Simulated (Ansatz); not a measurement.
## Ti2O: a changed input and its effect

System: Ti2O (3 atoms in the cell).
Method of run 1: DFT r2SCAN, scalar-relativistic, plane waves, PAW, spin-polarised (Ansatz 0.2.0).

The structure derives from an entry of the Crystallography Open Database. Text and figures count atoms from 1; the logs count them from 0 in places.

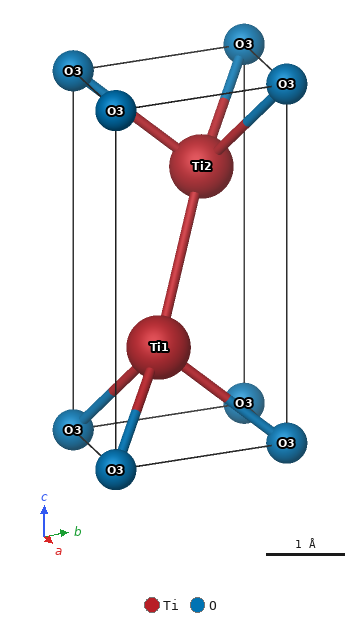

Fig. 1: The structure as given in the input (ball-and-stick view of the cell of the calculation, seen slightly off an axis; atoms are numbered from 1 in the order of the input). An atom can appear more than once, as a periodic image.

Input, run 1:
```yaml
crystal:
  lattice:
    - [2.9193980238, 0.0, 0.0]
    - [-1.4596990119, 2.5282728524, 0.0]
    - [0.0, 0.0, 4.713]
  atoms:
    - { symbol: Ti, position: [0.6666666667, 0.3333333333, 0.27874], spin: 1.0 }
    - { symbol: Ti, position: [0.3333333333, 0.6666666667, 0.72126], spin: -1.0 }
    - { symbol: O, position: [0.0, 0.0, 0.0] }
basis:
  ecutwfc: 500
kpoints:
  mp_grid: { grid: [18, 18, 10] }
hamiltonian:
  xc: r2scan
scf:
  occupations: { method: gaussian, width: 0.1 }
  lower_state_search: "off"
output:
  forces: true
  stress: true
  eigenvalues: true
  populations: true
magnetization:
  spin_polarized: true
```

Command:
```bash
ansatz run input.yaml --threads 1 --pin off --max-ram 2560MiB --backend cpu --events-out ev --progress --plain --runs-dir out
```

Hardware: 1 thread of Intel Xeon @ 2.50GHz (Skylake/Cascade Lake), 189 GiB of memory available, shared host.

Output, shortened to warnings, some set-up lines, iterations and results (run 1):
```
WARN: the starting moments were not kept: the SCF closed with an absolute magnetisation of 1.2e-5 μB, where they sum to 2 μB in size (2 sites). That is at most 0.1 of that sum. Measured as dr2_m measures the in/out step, that magnetisation stands 3.3e-11 eV from none, at or under the dr2_threshold of 1.0e-7 eV: it is no larger than a step whose dr2_m would equal this threshold. The system may …
Basis set: ecut = 500 eV, 881 PW (Γ), exchange–correlation on 96×96×144 points (64 copies of the dense FFT grid, shifted against one another)
Symmetry: 6 space group operations
k-points: 330 of 3240 (time reversal used)
Initial density: superposition of atomic densities (chi_scale 0.1, normalization cell, long waves kept (reshape's long-wave potential 0.13 eV rms))
[...]
SCF iter   1: F=-5565.820738 eV  HF=-5584.053587 eV  |F-HF|=1.82e1  |Δ(HF+E_count)|=         —  Δρ=9.43e-2 (↑9.43e-2 ↓9.43e-2)  dr2=2.07e1  dr2_τ=1.00e-1  dr2_m=5.34e-1  …
SCF iter   2: F=-5576.719391 eV  HF=-5581.713434 eV  |F-HF|=4.99e0  |Δ(HF+E_count)|=    2.34e0  Δρ=4.86e-2 (↑4.86e-2 ↓4.86e-2)  dr2=6.70e0  dr2_τ=4.47e-2  dr2_m=3.51e-1  …
SCF iter   3: F=-5580.319479 eV  HF=-5580.503189 eV  |F-HF|=1.84e-1  |Δ(HF+E_count)|=    1.21e0  Δρ=2.92e-2 (↑2.92e-2 ↓2.92e-2)  dr2=6.57e-1  dr2_τ=2.01e-2  dr2_m=1.92e-1  …
SCF iter   4: F=-5580.555452 eV  HF=-5580.505493 eV  |F-HF|=5.00e-2  |Δ(HF+E_count)|=   2.30e-3  Δρ=2.12e-2 (↑2.12e-2 ↓2.12e-2)  dr2=6.48e-2  dr2_τ=4.82e-3  dr2_m=1.16e-1  …
SCF iter   5: F=-5580.578437 eV  HF=-5580.544698 eV  |F-HF|=3.37e-2  |Δ(HF+E_count)|=   3.92e-2  Δρ=1.58e-2 (↑1.58e-2 ↓1.58e-2)  dr2=4.23e-3  dr2_τ=1.84e-3  dr2_m=7.76e-2  …
[... 15 lines ...]
SCF iter  21: F=-5580.606483 eV  HF=-5580.606483 eV  |F-HF|=1.20e-8  |Δ(HF+E_count)|=   1.04e-8  Δρ=3.54e-6 (↑3.54e-6 ↓3.21e-6)  dr2=6.39e-10  dr2_τ=7.00e-11  dr2_m=3.50e-9  …
SCF iter  22: F=-5580.606483 eV  HF=-5580.606483 eV  |F-HF|=2.86e-10  |Δ(HF+E_count)|=   2.15e-8  Δρ=5.76e-7 (↑5.62e-7 ↓5.76e-7)  dr2=2.61e-11  dr2_τ=1.89e-12  dr2_m=8.74e-11 …
SCF iter  23: F=-5580.606483 eV  HF=-5580.606483 eV  |F-HF|=1.36e-10  |Δ(HF+E_count)|=  2.57e-10  Δρ=4.11e-7 (↑4.04e-7 ↓4.11e-7)  dr2=8.88e-12  dr2_τ=1.08e-12  dr2_m=4.69e-11 …
SCF iter  24: F=-5580.606483 eV  HF=-5580.606483 eV  |F-HF|=2.73e-11  |Δ(HF+E_count)|=  1.67e-10  Δρ=1.64e-7 (↑1.64e-7 ↓1.61e-7)  dr2=1.04e-12  dr2_τ=1.77e-13  dr2_m=7.96e-12 …
SCF 1 converged in 24 iterations: F = -5580.606483 eV  dr2 = 1.04e-12
this state was not tested for a lower state beside it, because the mixer in use, unlike msr1, does not test its closes by its own steps (another_mixer; see scf.mixing.algorithm and scf.lower_state_search)
SCF converged after 24 iterations
Magnetization: 0.0000 μB (15.0000 up, 15.0000 down)
Absolute magnetization: 0.0000 μB (∫|ρ↑−ρ↓|, with the PAW one-centre terms)
Spin contamination: 0.0000 ħ² per cell (⟨S²⟩ above its minimum at these occupations)
Per-site moments (μB) at R_I (Å): [(3.819353209774924e-6, 0.8815129394801346), (-3.7945427279620854e-6, 0.8815129394801346), (-2.7014131561518397e-9, 0.8815129394801346)]
Free energy (F): -5580.606483 eV
Harris-Foulkes:  -5580.606483 eV  (|F-HF|=2.73e-11)
Internal energy: -5580.602558 eV  (E = F + TS)
E sigma→0 (E₀):  -5580.604520 eV
Entropy (-TS):   -0.003925 eV (-1.308 meV/atom)
Fermi energy:    16.282137 eV
--- Per-component energies (eV) ---
  E_band       = -266.085202
  E_kinetic    = 728.537340
  E_local      = -1662.686068  (includes V_loc(G=0)·N_el)
  E_nonlocal   = 61.306168
  E_hartree    = 677.437046
  E_xc         = -262.485966
  E_vxc        = -375.484844  (∫ρ·V_xc dr)
  E_paw        = -2273.816877  (= ΣΔE_a)
  E_vpaw       = -397.520687  (= ΣTr[D̂ρ^β])
  E_aug_tail   = 0.001199  (compensation charges beyond the density's cutoff)
  E_vtau       = 24.887591  (kinetic-family band-sum trace: ∫τ·v_τ [+ j·A + Jᵃ·Aᵃ] dr)
  E_ewald      = -2848.356544
  E_core_change = -0.538855  (= ΣΔE_core)
  E_smearing   = -0.003925  (= −TS)
  E_closure    = -0.000000  (closes the sum)
  Σ components = -5580.606483   (vs F -5580.606483, Δ=0.00e0)
--- Forces (eV/Å), atoms counted from 1 ---
  atom   1  Ti    -0.00000000     0.00000000    -1.04895167
  atom   2  Ti     0.00000000    -0.00000000     1.04895142
  atom   3  O     -0.00000000    -0.00000000    -0.00000028
  max |Σ_I F_I| component: 5.41e-7 eV/Å
--- Stress (GPa, compression-positive) ---
        6.417732       0.000000      -0.000000
        0.000000       6.417732      -0.000000
       -0.000000       0.000000      14.220066
  P = ⅓ Tr σ = 9.0185 GPa (90.185 kbar)
--- Löwdin populations: 3 sites ---
  site symbol       q [e]    m [muB]
     0     Ti     11.4869     0.0000
     1     Ti     11.4869    -0.0000
     2      O      6.7701    -0.0000
  spilling = 0.008537 (of n_electrons = 30.000000)
```

For run 2 the input was changed thus:
```diff
-    - { symbol: Ti, position: [0.6666666667, 0.3333333333, 0.27874], spin: 1.0 }
-    - { symbol: Ti, position: [0.3333333333, 0.6666666667, 0.72126], spin: -1.0 }
+    - { symbol: Ti, position: [0.6666666667, 0.3333333333, 0.27874], spin: 2.5 }
+    - { symbol: Ti, position: [0.3333333333, 0.6666666667, 0.72126], spin: 2.5 }
```

Predict how the results change.

The energy is the same within 0.01 meV per atom. The SCF takes 18 iterations against 24. On the same kind of shared host run 2 took about 0.47 times as long.

Output, shortened to warnings, some set-up lines, iterations and results (run 2):
```
WARN: the starting moments were not kept: the SCF closed with an absolute magnetisation of 9.1e-6 μB, where they sum to 5 μB in size (2 sites). That is at most 0.1 of that sum. Measured as dr2_m measures the in/out step, that magnetisation stands 2.7e-11 eV from none, at or under the dr2_threshold of 1.0e-7 eV: it is no larger than a step whose dr2_m would equal this threshold. The system may …
Basis set: ecut = 500 eV, 881 PW (Γ), exchange–correlation on 96×96×144 points (64 copies of the dense FFT grid, shifted against one another)
Symmetry: 12 space group operations
k-points: 330 of 3240
Initial density: superposition of atomic densities (chi_scale 0.1, normalization cell, long waves kept (reshape's long-wave potential 0.13 eV rms))
[...]
SCF iter   1: F=-5564.636549 eV  HF=-5581.471250 eV  |F-HF|=1.68e1  |Δ(HF+E_count)|=         —  Δρ=1.58e-1 (↑1.50e-1 ↓1.58e-1)  dr2=2.13e1  dr2_τ=2.79e-1  dr2_m=5.14e0  …
SCF iter   2: F=-5576.461272 eV  HF=-5580.084667 eV  |F-HF|=3.62e0  |Δ(HF+E_count)|=    1.39e0  Δρ=1.13e-1 (↑1.13e-1 ↓1.05e-1)  dr2=6.63e0  dr2_τ=1.02e-1  dr2_m=3.38e0  …
SCF iter   3: F=-5580.160376 eV  HF=-5579.551252 eV  |F-HF|=6.09e-1  |Δ(HF+E_count)|=   5.33e-1  Δρ=8.04e-2 (↑7.94e-2 ↓8.04e-2)  dr2=6.28e-1  dr2_τ=4.92e-2  dr2_m=1.95e0  …
SCF iter   4: F=-5580.457130 eV  HF=-5579.964606 eV  |F-HF|=4.93e-1  |Δ(HF+E_count)|=   4.13e-1  Δρ=6.15e-2 (↑5.96e-2 ↓6.15e-2)  dr2=6.71e-2  dr2_τ=2.08e-2  dr2_m=1.14e0  …
SCF iter   5: F=-5580.526196 eV  HF=-5580.237402 eV  |F-HF|=2.89e-1  |Δ(HF+E_count)|=   2.73e-1  Δρ=4.66e-2 (↑4.66e-2 ↓4.54e-2)  dr2=4.85e-3  dr2_τ=1.09e-2  dr2_m=6.73e-1  …
[... 9 lines ...]
SCF iter  15: F=-5580.606483 eV  HF=-5580.606481 eV  |F-HF|=1.88e-6  |Δ(HF+E_count)|=   2.49e-5  Δρ=5.56e-6 (↑4.86e-6 ↓5.56e-6)  dr2=6.87e-10  dr2_τ=4.21e-10  dr2_m=8.35e-9  …
SCF iter  16: F=-5580.606483 eV  HF=-5580.606483 eV  |F-HF|=2.79e-7  |Δ(HF+E_count)|=   1.71e-6  Δρ=1.87e-6 (↑1.63e-6 ↓1.87e-6)  dr2=1.91e-10  dr2_τ=4.47e-11  dr2_m=9.06e-10  …
SCF iter  17: F=-5580.606483 eV  HF=-5580.606483 eV  |F-HF|=2.52e-8  |Δ(HF+E_count)|=   2.69e-7  Δρ=5.19e-7 (↑5.19e-7 ↓4.43e-7)  dr2=1.96e-11  dr2_τ=3.79e-12  dr2_m=6.29e-11  …
SCF iter  18: F=-5580.606483 eV  HF=-5580.606483 eV  |F-HF|=5.95e-10  |Δ(HF+E_count)|=   2.58e-8  Δρ=1.93e-7 (↑1.56e-7 ↓1.93e-7)  dr2=7.12e-12  dr2_τ=5.17e-13  dr2_m=5.38e-12 …
SCF 1 converged in 18 iterations: F = -5580.606483 eV  dr2 = 7.12e-12
this state was not tested for a lower state beside it, because the mixer in use, unlike msr1, does not test its closes by its own steps (another_mixer; see scf.mixing.algorithm and scf.lower_state_search)
SCF converged after 18 iterations
Magnetization: -0.0000 μB (15.0000 up, 15.0000 down)
Absolute magnetization: 0.0000 μB (∫|ρ↑−ρ↓|, with the PAW one-centre terms)
Spin contamination: 0.0000 ħ² per cell (⟨S²⟩ above its minimum at these occupations)
Per-site moments (μB) at R_I (Å): [(1.1189171216820497e-6, 0.8815129394801346), (1.1189171215635405e-6, 0.8815129394801346), (-2.465744093412134e-6, 0.8815129394801346)]
Free energy (F): -5580.606483 eV
Harris-Foulkes:  -5580.606483 eV  (|F-HF|=5.95e-10)
Internal energy: -5580.602558 eV  (E = F + TS)
E sigma→0 (E₀):  -5580.604520 eV
Entropy (-TS):   -0.003925 eV (-1.308 meV/atom)
Fermi energy:    16.282136 eV
--- Per-component energies (eV) ---
  E_band       = -266.085230
  E_kinetic    = 728.537346
  E_local      = -1662.686099  (includes V_loc(G=0)·N_el)
  E_nonlocal   = 61.306176
  E_hartree    = 677.437068
  E_xc         = -262.485966
  E_vxc        = -375.484844  (∫ρ·V_xc dr)
  E_paw        = -2273.816882  (= ΣΔE_a)
  E_vpaw       = -397.520702  (= ΣTr[D̂ρ^β])
  E_aug_tail   = 0.001199  (compensation charges beyond the density's cutoff)
  E_vtau       = 24.887592  (kinetic-family band-sum trace: ∫τ·v_τ [+ j·A + Jᵃ·Aᵃ] dr)
  E_ewald      = -2848.356544
  E_core_change = -0.538855  (= ΣΔE_core)
  E_smearing   = -0.003925  (= −TS)
  E_closure    = -0.000000  (closes the sum)
  Σ components = -5580.606483   (vs F -5580.606483, Δ=0.00e0)
--- Forces (eV/Å), atoms counted from 1 ---
  atom   1  Ti    -0.00000000     0.00000000    -1.04894883
  atom   2  Ti     0.00000000    -0.00000000     1.04894883
  atom   3  O      0.00000000     0.00000000     0.00000000
  max |Σ_I F_I| component: 6.16e-32 eV/Å
--- Stress (GPa, compression-positive) ---
        6.417736       0.000000      -0.000000
        0.000000       6.417736       0.000000
       -0.000000       0.000000      14.220068
  P = ⅓ Tr σ = 9.0185 GPa (90.185 kbar)
--- Löwdin populations: 3 sites ---
  site symbol       q [e]    m [muB]
     0     Ti     11.4869     0.0000
     1     Ti     11.4869     0.0000
     2      O      6.7701    -0.0000
  spilling = 0.008537 (of n_electrons = 30.000000)
```

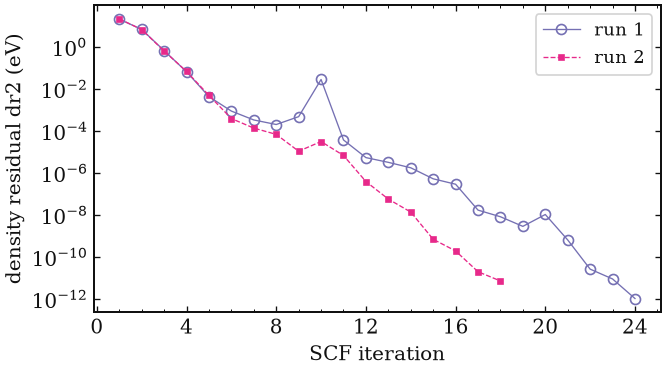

Fig. 2: Convergence of the two runs: density residual dr2 against the SCF iteration. Run 1 takes 24 iterations in all, and run 2 takes 18.

The two runs side by side:

```tsv
quantity	run 1	run 2
outcome	converged	converged
free energy per atom (eV)	−1860.2022	−1860.2022
energy per atom, smearing taken to zero (eV)	−1860.2015	−1860.2015
gap on the mesh (eV)	0.00	0.00
net moment of the cell (μB)	0.00	0.00
absolute moment of the cell (μB)	0.00	0.00
pressure (GPa)	9.02	9.02
largest force (eV/Å)	1.049	1.049
SCF iterations	24	18
irreducible k-points	330	330
plane waves at Γ	881	881
wall time (shared host)	9.6 min	4.5 min
```

For both runs: The electronic state found may not be the lowest one. Warnings: some starting moments were not kept; the state was not tested for a lower one.
